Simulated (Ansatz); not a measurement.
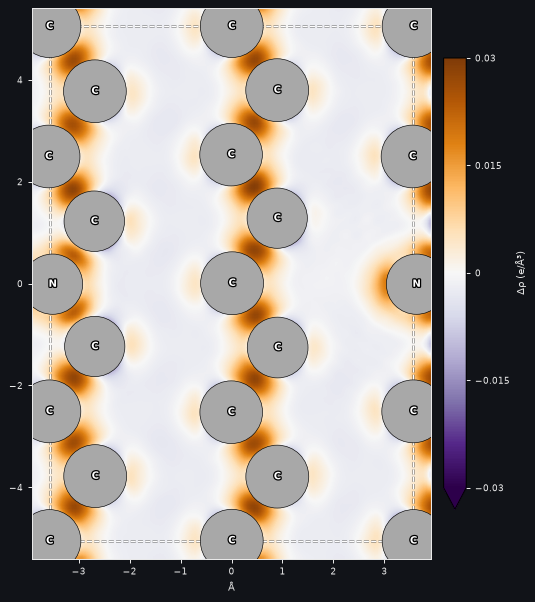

C$_{20}$N (cell with a defect). Difference of the valence pseudo-densities of two functionals at the same geometry, on the (011) plane of the calculation cell: r2SCAN less PBE.

Both computed with Ansatz (plane waves, PAW), on the same k-point mesh. Grey discs cover the atomic cores.

C$_{20}$N (cell with a defect), 63 atoms, a = 7.14 Å, b = 7.14 Å, c = 7.14 Å, α = 90.00°, β = 90.00°, γ = 90.00°.

Question: Where does the change of functional move the electrons?

Answer: Against PBE, r2SCAN gives more density around C (+0.007 e/Å³ on average at 0.8 Å from the nucleus), more density around N (+0.011 e/Å³ on average at 0.8 Å from the nucleus), less density in the space between the atoms (−0.002 e/Å³ on average) and a change of +0.024 e/Å³ at the midpoint of C–N and +0.027 e/Å³ at the midpoint of C–C.

PAW datasets: the set soft_1.
